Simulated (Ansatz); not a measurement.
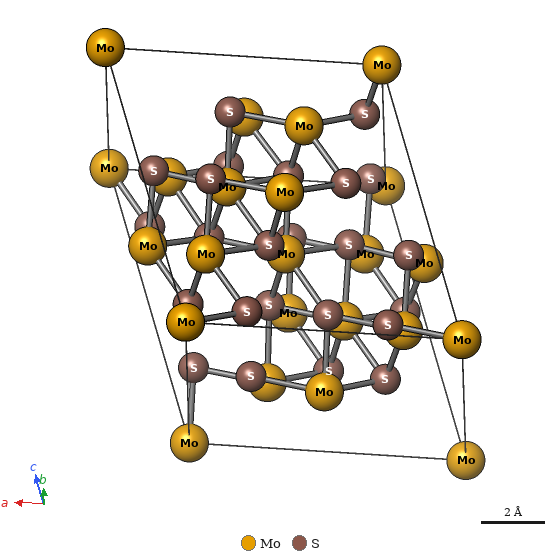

The figure gives a ball-and-stick picture of the atoms, viewed from a general direction. Atoms at the boundary of the supercell (the box) are drawn once for each face, edge or corner they touch. The host is MoS₂, in a cell of 36 sites, and the cell carries a charge of +2.

> Identify the point defect.

An interstitial molybdenum atom. It is bonded to six S in a trigonal prismatic arrangement at about 2.5 Å. Not all metal-metal contacts are counted.

The calculation used Ansatz 0.2.0, DFT PBE+D3(BJ), scalar-relativistic, plane waves, PAW, with a cutoff energy of 420 eV, a 2×2×2 grid in reciprocal space, Gaussian smearing of 0.01 eV, collinear spins.

> Is there a net moment in the defective cell?

Yes, 2.0 μB in the cell.

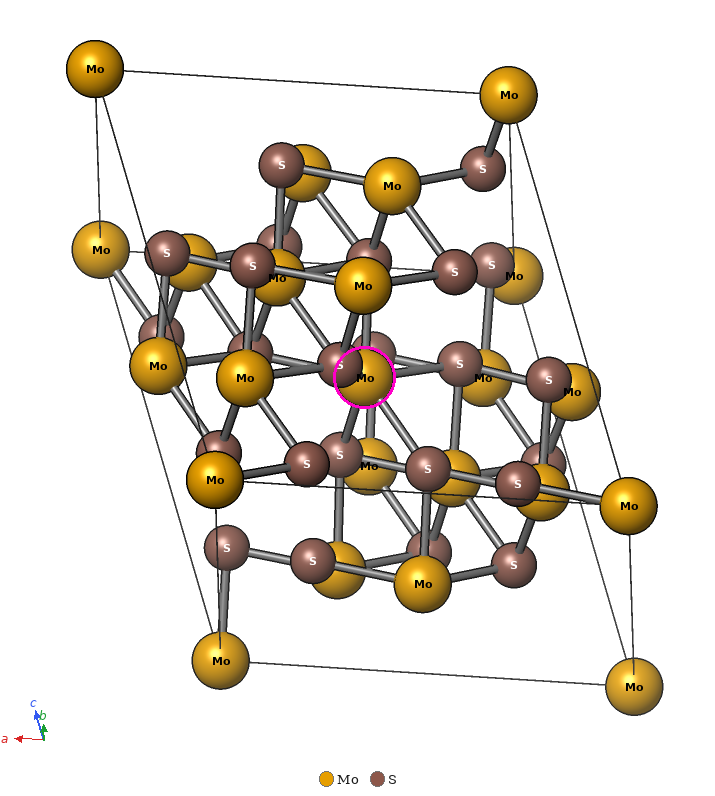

The same cell with a ring at the defect's site.

The atoms were relaxed in the host's cell with DFT PBE+D3(BJ), scalar-relativistic, plane waves, PAW in Ansatz 0.2.0.
